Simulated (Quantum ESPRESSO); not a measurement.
## GaN (P6_3mc): optical modes of a strained layer

Aim: strain and stress coefficients of the optical modes of GaN (P6_3mc) under biaxial strain in the (0001) plane.

Program: Quantum ESPRESSO 7.5. Level of theory: DFT LDA, scalar-relativistic, plane waves, GBRV ultrasoft pseudopotentials. Results are calculated unless marked as measured.

The database entry behind the starting cell differs from later determinations by our own check (about 0.3 % short, ideal inner coordinate), so it need not match the best structure at ambient conditions.

### 1. The relaxed structure

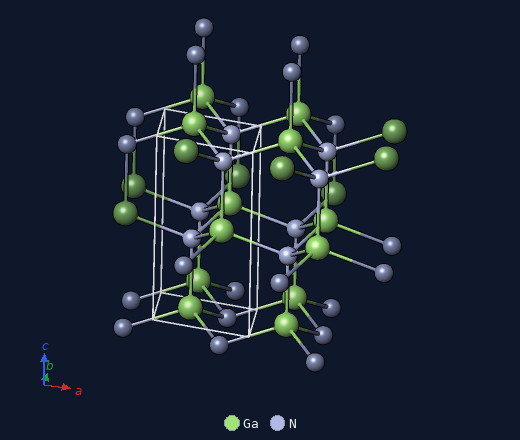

The starting structure, seen slightly off an axis (gallium green, nitrogen light blue). 2×2×1 cells are drawn. Some periodic images of atoms are drawn too.

Structure file:

```cif
data_structure
_symmetry_space_group_name_H-M 'P 1'
_symmetry_Int_Tables_number 1
_cell_length_a 3.1554
_cell_length_b 3.1554
_cell_length_c 5.1452
_cell_angle_alpha 90.000
_cell_angle_beta 90.000
_cell_angle_gamma 120.000
_cell_volume 44.37
loop_
_atom_site_label
_atom_site_type_symbol
_atom_site_fract_x
_atom_site_fract_y
_atom_site_fract_z
_atom_site_occupancy
Ga1 Ga 0.33333 0.66667 0.99933 1
Ga2 Ga 0.66667 0.33333 0.49933 1
N3 N 0.33333 0.66667 0.37567 1
N4 N 0.66667 0.33333 0.87567 1
```

This is the cell after its relaxation at this level of theory, not the database cell from which that began.

### 2. Strained cells

The in-plane lattice vectors are held at a strain ε, as on a substrate; the length along z is set so that σ_zz vanishes, and the atoms are relaxed. Modes are taken without the LO-TO term. Cutoff 50 Ry, k mesh 9×9×6.

From the response at ε = -0.03:

The program printed:

```text
[banners, grids, parts of the stress and lines that vanish by symmetry left out]
Program PHONON v.7.5
     Reading xml data from directory:

[...]
Exchange-correlation= PZ
                           (   1   1   0   0   0   0   0)
[...]
kinetic-energy cut-off    =      50.0000  Ry
     charge density cut-off    =     400.0000  Ry
     convergence threshold     =      1.0E-18
[...]
Exchange-correlation= PZ
                           (   1   1   0   0   0   0   0)
[...]
q = (   0.0000000   0.0000000   0.0000000 )
     13 Sym.Ops. (with q -> -q+G )
     G cutoff =  338.9669  (  38775 G-vectors)     FFT grid: ( 40, 40, 64)
     G cutoff =  169.4835  (  13611 G-vectors)  smooth grid: ( 27, 27, 48)
     number of k points=    48
[...]
Mode symmetry, C_6v (6mm)  point group:
[...]
Dielectric constant
[...]
End of electric fields calculation
          Dielectric constant in cartesian axis
          (       5.424957515      -0.000000000       0.000000000 )
          (      -0.000000000       5.424957518      -0.000000000 )
          (       0.000000000      -0.000000000       5.847309349 )
          Effective charges (d Force / dE) in cartesian axis without acoustic sum rule applied (asr)
           atom    1  Ga    Mean Z*:        2.60898
      Ex  (        2.55163       -0.00000       -0.00000 )
      Ey  (        0.00000        2.55163       -0.00000 )
      Ez  (       -0.00000        0.00000        2.72370 )
           atom    2  Ga    Mean Z*:        2.60898
      Ex  (        2.55163       -0.00000        0.00000 )
      Ey  (        0.00000        2.55163        0.00000 )
      Ez  (        0.00000       -0.00000        2.72370 )
           atom    3  N     Mean Z*:       -2.61204
      Ex  (       -2.55585        0.00000        0.00000 )
      Ey  (        0.00000       -2.55585       -0.00000 )
      Ez  (        0.00000       -0.00000       -2.72440 )
           atom    4  N     Mean Z*:       -2.61204
      Ex  (       -2.55585        0.00000       -0.00000 )
      Ey  (        0.00000       -2.55585       -0.00000 )
      Ez  (        0.00000       -0.00000       -2.72440 )
          Effective charges Sum: Mean:       -0.00611
[...]
Effective charges (d Force / dE) in cartesian axis with asr applied:
           atom    1  Ga    Mean Z*:        2.61051
[...]
atom    2  Ga    Mean Z*:        2.61051
[...]
atom    3  N     Mean Z*:       -2.61051
[...]
atom    4  N     Mean Z*:       -2.61051
[...]
Representation #   1 mode #   1
[...]
End of self-consistent calculation
[...]
Convergence has been achieved
     Representation #   7 modes #   9  10
[...]
End of self-consistent calculation
     Convergence has been achieved
     Representation #   8 modes #  11  12
[...]
End of self-consistent calculation
     Convergence has been achieved
[...]
Dielectric constant in cartesian axis
          (       5.424957515      -0.000000000       0.000000000 )
          (      -0.000000000       5.424957518      -0.000000000 )
          (       0.000000000      -0.000000000       5.847309349 )
          Effective charges (d Force / dE) in cartesian axis without acoustic sum rule applied (asr)
           atom    1  Ga    Mean Z*:        2.60898
      Ex  (        2.55163       -0.00000       -0.00000 )
      Ey  (        0.00000        2.55163       -0.00000 )
      Ez  (       -0.00000        0.00000        2.72370 )
           atom    2  Ga    Mean Z*:        2.60898
      Ex  (        2.55163       -0.00000        0.00000 )
      Ey  (        0.00000        2.55163        0.00000 )
      Ez  (        0.00000       -0.00000        2.72370 )
           atom    3  N     Mean Z*:       -2.61204
      Ex  (       -2.55585        0.00000        0.00000 )
      Ey  (        0.00000       -2.55585       -0.00000 )
      Ez  (        0.00000       -0.00000       -2.72440 )
           atom    4  N     Mean Z*:       -2.61204
      Ex  (       -2.55585        0.00000       -0.00000 )
      Ey  (        0.00000       -2.55585       -0.00000 )
      Ez  (        0.00000       -0.00000       -2.72440 )
          Effective charges Sum: Mean:       -0.00611
[...]
Effective charges (d Force / dE) in cartesian axis with asr applied:
           atom    1  Ga    Mean Z*:        2.61051
[...]
atom    2  Ga    Mean Z*:        2.61051
[...]
atom    3  N     Mean Z*:       -2.61051
[...]
atom    4  N     Mean Z*:       -2.61051
[...]
q = (    0.000000000   0.000000000   0.000000000 )
[...]
freq (    1) =      -0.250130 [THz] =      -8.343446 [cm-1]
     freq (    2) =      -0.250130 [THz] =      -8.343446 [cm-1]
     freq (    3) =      -0.246731 [THz] =      -8.230069 [cm-1]
     freq (    4) =       4.026166 [THz] =     134.298448 [cm-1]
     freq (    5) =       4.026166 [THz] =     134.298448 [cm-1]
     freq (    6) =      10.587906 [THz] =     353.174545 [cm-1]
     freq (    7) =      17.232315 [THz] =     574.808148 [cm-1]
     freq (    8) =      17.951747 [THz] =     598.805813 [cm-1]
     freq (    9) =      17.951747 [THz] =     598.805813 [cm-1]
     freq (   10) =      18.237612 [THz] =     608.341251 [cm-1]
     freq (   11) =      18.237612 [THz] =     608.341251 [cm-1]
     freq (   12) =      21.834790 [THz] =     728.330201 [cm-1]
[...]
Mode symmetry, C_6v (6mm)  point group:
     freq (   1-   2) =         -8.3  [cm-1]   --> E_1             I+R
     freq (   3-   3) =         -8.2  [cm-1]   --> A_1             I+R
     freq (   4-   5) =        134.3  [cm-1]   --> E_2             R
     freq (   6-   6) =        353.2  [cm-1]   --> B_1
     freq (   7-   7) =        574.8  [cm-1]   --> A_1             I+R
     freq (   8-   9) =        598.8  [cm-1]   --> E_1             I+R
     freq (  10-  11) =        608.3  [cm-1]   --> E_2             R
     freq (  12-  12) =        728.3  [cm-1]   --> B_1

   JOB DONE.
```

The run at ε = -0.01 is held back.

```
    ε     ε_zz  σ_xx (GPa, tension positive)  E2(high) (cm⁻¹)  A1(TO) (cm⁻¹)
-0.03   0.0151                        -14.97           608.34         574.81
-0.02   0.0100                         -9.60           596.24         561.07
-0.01   0.0049                         -4.56        held back      held back
    0   0.0000                          0.16           569.14         538.10
 0.01  -0.0049                          4.53           554.55         528.44
 0.02  -0.0098                          8.57           539.24         520.26
 0.03  -0.0147                         12.29           523.45         513.32
```

### 3. The fit

Parabolas ω = ω₀ + a ε + b ε² through the other rows:

| mode | ω₀ (cm⁻¹) | a (cm⁻¹) | b (cm⁻¹) |
| --- | --- | --- | --- |
| E2(high) | 569.1 | -1418 | -3588 |
| A1(TO) | 538.0 | -1024 | 6681 |

The biaxial modulus, the linear term of σ_xx, is 454 GPa, so the E2(high) mode moves by a/M = -3.1 cm⁻¹ a GPa of tensile stress. The ratio −ε_zz/ε near zero is 0.50. For ε = -0.01 the fits predict 582.96 and 548.94 cm⁻¹.

### 4. The run that was held back

The program printed:

```text
[banners, grids, parts of the stress and lines that vanish by symmetry left out]
[banner, memory and clock lines left out]
Program PHONON v.7.5

[...]
Exchange-correlation= PZ
                           (   1   1   0   0   0   0   0)
[...]
kinetic-energy cut-off    =      50.0000  Ry
     charge density cut-off    =     400.0000  Ry
     convergence threshold     =      1.0E-18
[...]
Exchange-correlation= PZ
                           (   1   1   0   0   0   0   0)
[...]
q = (   0.0000000   0.0000000   0.0000000 )
     13 Sym.Ops. (with q -> -q+G )
     G cutoff =  353.0891  (  39861 G-vectors)     FFT grid: ( 40, 40, 64)
     G cutoff =  176.5445  (  14041 G-vectors)  smooth grid: ( 27, 27, 48)
     number of k points=    48
[...]
Mode symmetry, C_6v (6mm)  point group:
[...]
Dielectric constant
[...]
End of electric fields calculation
          Dielectric constant in cartesian axis
          (       5.561461147       0.000000001       0.000000000 )
          (       0.000000001       5.561461148       0.000000000 )
          (       0.000000000      -0.000000000       5.799827244 )
          Effective charges (d Force / dE) in cartesian axis without acoustic sum rule applied (asr)
           atom    1  Ga    Mean Z*:        2.62727
      Ex  (        2.57851       -0.00000        0.00000 )
      Ey  (       -0.00000        2.57851        0.00000 )
      Ez  (        0.00000        0.00000        2.72478 )
           atom    2  Ga    Mean Z*:        2.62727
      Ex  (        2.57851       -0.00000       -0.00000 )
[...]
atom    4  N     Mean Z*:       -2.63029
      Ex  (       -2.58265       -0.00000        0.00000 )
      Ey  (       -0.00000       -2.58265        0.00000 )
      Ez  (       -0.00000       -0.00000       -2.72556 )
          Effective charges Sum: Mean:       -0.00605
[...]
Effective charges (d Force / dE) in cartesian axis with asr applied:
           atom    1  Ga    Mean Z*:        2.62878
[...]
atom    2  Ga    Mean Z*:        2.62878
[...]
atom    3  N     Mean Z*:       -2.62878
[...]
atom    4  N     Mean Z*:       -2.62878
[...]
q = (    0.000000000   0.000000000   0.000000000 )
[...]
freq (    1) =      -0.285900 [THz] =      -9.536597 [cm-1]
     freq (    2) =      -0.283667 [THz] =      -9.462113 [cm-1]
     freq (    3) =      -0.283667 [THz] =      -9.462113 [cm-1]
     freq (    4) =       4.121146 [THz] =     137.466642 [cm-1]
     freq (    5) =       4.121146 [THz] =     137.466642 [cm-1]
     freq (    6) =      10.234292 [THz] =     341.379226 [cm-1]
     freq (    7) =      16.452168 [THz] =     548.785266 [cm-1]
     freq (    8) =      17.198948 [THz] =     573.695153 [cm-1]
     freq (    9) =      17.198948 [THz] =     573.695154 [cm-1]
     freq (   10) =      17.482811 [THz] =     583.163792 [cm-1]
     freq (   11) =      17.482811 [THz] =     583.163792 [cm-1]
     freq (   12) =      21.204856 [THz] =     707.317868 [cm-1]
[...]
Mode symmetry, C_6v (6mm)  point group:
     freq (   1-   1) =         -9.5  [cm-1]   --> A_1             I+R
     freq (   2-   3) =         -9.5  [cm-1]   --> E_1             I+R
     freq (   4-   5) =        137.5  [cm-1]   --> E_2             R
     freq (   6-   6) =        341.4  [cm-1]   --> B_1
     freq (   7-   7) =        548.8  [cm-1]   --> A_1             I+R
     freq (   8-   9) =        573.7  [cm-1]   --> E_1             I+R
     freq (  10-  11) =        583.2  [cm-1]   --> E_2             R
     freq (  12-  12) =        707.3  [cm-1]   --> B_1
```

It gives 583.16 and 548.79 cm⁻¹.

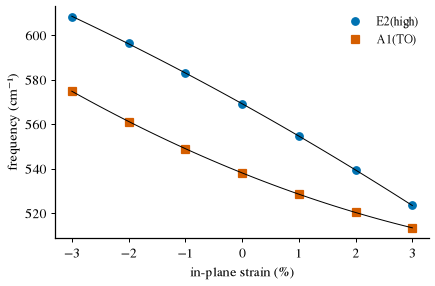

The two modes against in-plane strain, with the fits.

### 5. What came out

```
strain coefficient of the E2(high) mode : -1418 cm⁻¹
strain coefficient of the A1(TO) mode   : -1024 cm⁻¹
biaxial modulus                         : 454 GPa
```

**Reading.** One per cent of tensile strain moves the E2(high) mode of GaN (P6_3mc) by -14.2 cm⁻¹ and the A1(TO) mode by -10.2 cm⁻¹; the fits miss the run held back by up to 0.20 cm⁻¹. At 3 % strain the quadratic term is 8 % of the linear one for the E2(high) mode and 20 % for the A1(TO) mode. These are harmonic values at zero temperature, without the LO-TO term, for a homogeneous, dislocation-free layer.

[Host names and launcher messages were left out of these logs when they were recorded.]

[Logs are printed without paths, hosts, clocks, repeated set-up lines and the standing remarks that a program may print on its own settings, such as how far it seeks lower states.]

[Hosts, paths, dates, database ids (printed as entryN), source tags and the programs' standing remarks are cut or masked in the printed files.]
